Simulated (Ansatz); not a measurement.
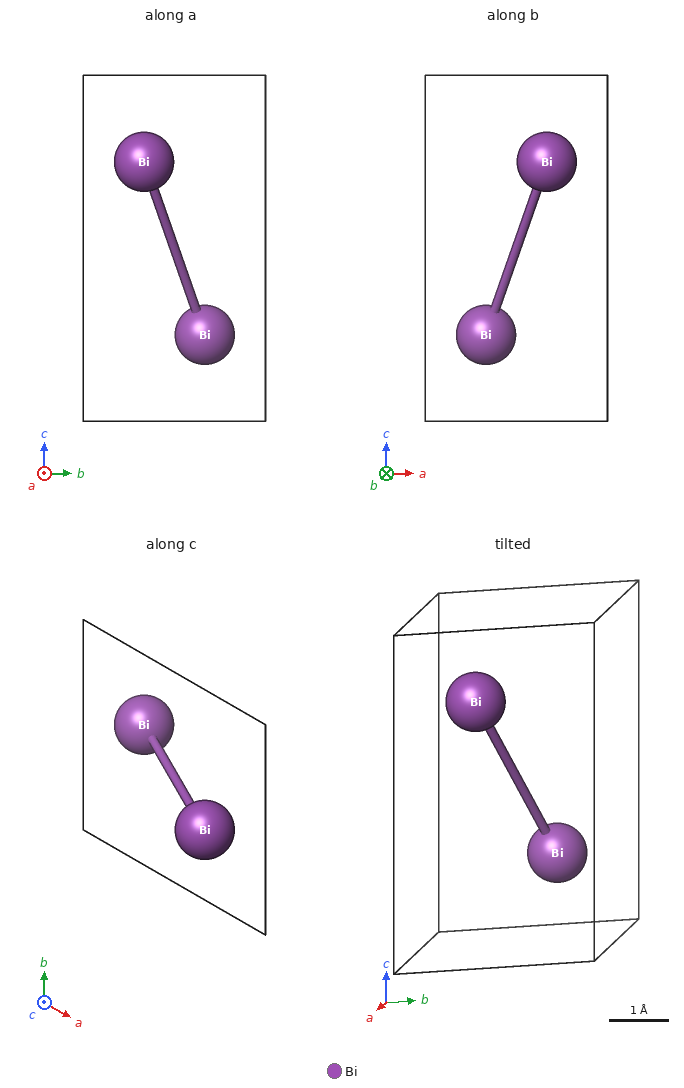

View along the a axis, along the b axis, along the c axis and slightly off an axis, drawn as a ball-and-stick model. The wireframe shows the conventional unit cell.

Lattice parameters: a = 3.574 Å, b = 3.574 Å, c = 5.881 Å, α = 90.00°, β = 90.00°, γ = 120.00°. Put a along x and b in the xy plane.

### Set out the cell and atoms as a POSCAR file.

```
Bi
1.0
     3.574    0.000    0.000
    -1.787    3.095    0.000
     0.000    0.000    5.881
Bi
2
Direct
  0.3333 0.6667 0.2500
  0.6667 0.3333 0.7500
```

The cell started as a structure type filled with this element by a generator (whether the element takes this form wasn't checked). Earlier steps of the study may have refined or changed the cell and positions. It went into a calculation with Ansatz.
